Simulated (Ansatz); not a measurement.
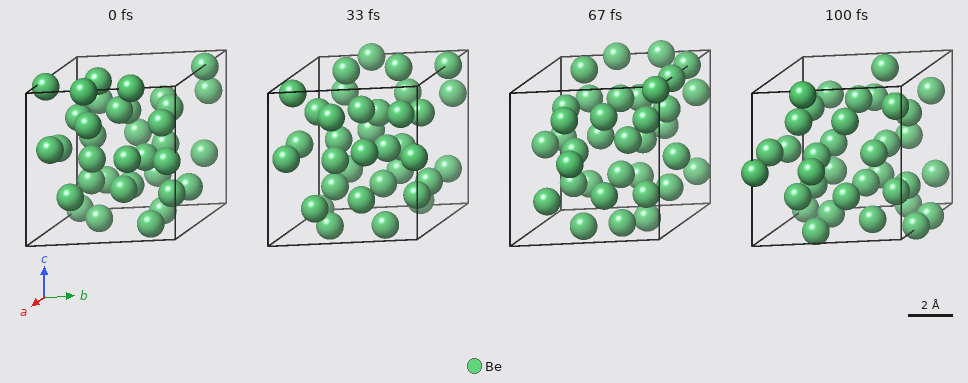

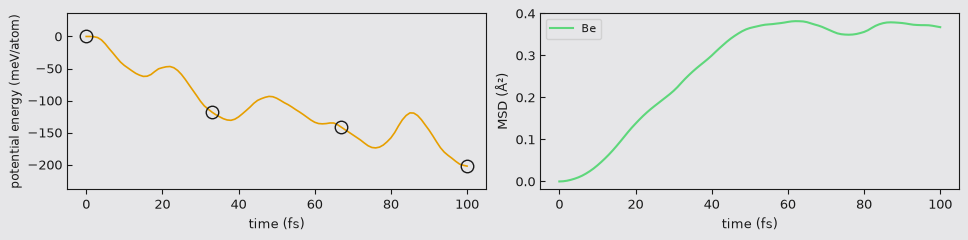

A Born-Oppenheimer molecular dynamics run of a 36-atom cell of Be, 100 fs long. It starts from the last geometry of an earlier run, with fresh velocities. Frames and the history of the run. Style: spheres-only. Shown: the simulation cell, slightly off an axis. Atoms that leave the cell re-enter on the other side.

Computed with DFT PBE, scalar-relativistic, plane waves, PAW in Ansatz 0.2.0. Settings: plane-wave cutoff 420 eV; k-point mesh 2 × 2 × 2; Fermi-Dirac smearing 0.24 eV; low-accuracy preset; volume 1.05 times that of the relaxed crystal; Langevin thermostat (NVT); set temperature 1680 K; time step 1 fs; friction 0.05 per fs.

The input:
```yaml
accuracy: low
crystal:
  lattice:
    - [6.982643, 0.0, 0.0]
    - [-3.491321, 6.047146, 0.0]
    - [0.0, 0.0, 7.294534]
  atoms:
    - { symbol: Be, position: [0.04894072, 0.03290459, 0.02023611] }
    - { symbol: Be, position: [0.12768277, 0.23860688, 0.21397606] }
    - { symbol: Be, position: [-0.04838853, -0.07550083, 0.50022943] }
    - { symbol: Be, position: [0.01120899, 0.15001961, 0.71124896] }
    - { symbol: Be, position: [-0.00630733, 0.38104386, -0.01279576] }
    - { symbol: Be, position: [0.06289139, 0.56095275, 0.22897918] }
    - { symbol: Be, position: [0.02659493, 0.41541533, 0.49247328] }
    - { symbol: Be, position: [0.16918748, 0.63762834, 0.73230146] }
    - { symbol: Be, position: [-0.03774384, 0.68595944, -0.0102581] }
    - { symbol: Be, position: [0.19932159, 0.91939101, 0.37427689] }
    - { symbol: Be, position: [-0.07338329, 0.65053606, 0.51990474] }
    - { symbol: Be, position: [0.08454259, 0.90787611, 0.75758126] }
    - { symbol: Be, position: [0.3045053, -0.04081252, -0.03690194] }
    - { symbol: Be, position: [0.41333292, 0.2349031, 0.27756962] }
    - { symbol: Be, position: [0.46585152, 0.0326558, 0.50971278] }
    - { symbol: Be, position: [0.53579637, 0.19305593, 0.71979545] }
    - { symbol: Be, position: [0.3157581, 0.25511404, 0.00653337] }
    - { symbol: Be, position: [0.42711415, 0.50233053, 0.23857887] }
    - { symbol: Be, position: [0.23221293, 0.18163657, 0.53106413] }
    - { symbol: Be, position: [0.30628662, 0.44065058, 0.70259944] }
    - { symbol: Be, position: [0.29814553, 0.67540531, 0.03398754] }
    - { symbol: Be, position: [0.5126172, 0.92373198, 0.22870416] }
    - { symbol: Be, position: [0.30086121, 0.69345392, 0.47092057] }
    - { symbol: Be, position: [0.48503468, 0.78488875, 0.7454403] }
    - { symbol: Be, position: [0.71402279, 0.03104761, -0.02960351] }
    - { symbol: Be, position: [0.8027372, 0.22663476, 0.25974133] }
    - { symbol: Be, position: [0.76690447, 0.07837717, 0.56735042] }
    - { symbol: Be, position: [0.8677345, 0.36731756, 0.73890603] }
    - { symbol: Be, position: [0.70159909, 0.37776828, -0.0114224] }
    - { symbol: Be, position: [0.7561889, 0.56861114, 0.28751663] }
    - { symbol: Be, position: [0.67325293, 0.32839906, 0.4758603] }
    - { symbol: Be, position: [0.60892809, 0.48948457, 0.77313041] }
    - { symbol: Be, position: [0.7094913, 0.7344032, 0.04229053] }
    - { symbol: Be, position: [0.81799898, 0.91271967, 0.26002875] }
    - { symbol: Be, position: [0.62104792, 0.6664285, 0.46048734] }
    - { symbol: Be, position: [0.79802963, 0.83696156, 0.71955636] }
basis:
  ecutwfc: 420.0
kpoints:
  mp_grid: { grid: [2, 2, 2] }
hamiltonian:
  xc: pbe
scf:
  occupations: { method: fermi_dirac, width: 0.24 }
  lower_state_search: "off"
md:
  timestep: 1
  n_steps: 100
  ensemble: nvt_langevin
  temperature: 1680.0
  initial_velocities: maxwell_boltzmann
  seed: 655024
  friction: 0.05
```

Run as
```bash
ansatz run input.yaml --threads 1 --pin off --max-ram 3072MiB --backend cpu --events-out ev --progress --plain --runs-dir out
```

What happens in this trajectory?

Answer. In the second half of the run the atoms are, in the root-mean-square, this far from where they began (common drift taken out): Be 0.61 Å. The run lasts only 100 fs, too short to tell vibration from diffusion. The mean temperature in the second half is 1888 K (standard deviation 248 K). The potential energy in the second half lies on average 147 meV per atom below the first frame.

Limits of the set-up: the k-point mesh is coarse for a cell with partly filled bands; the program's low-accuracy preset was used.

The run took 14 min on 1 thread of Arm Neoverse V1, on a shared host, peak memory 0.7 GiB.
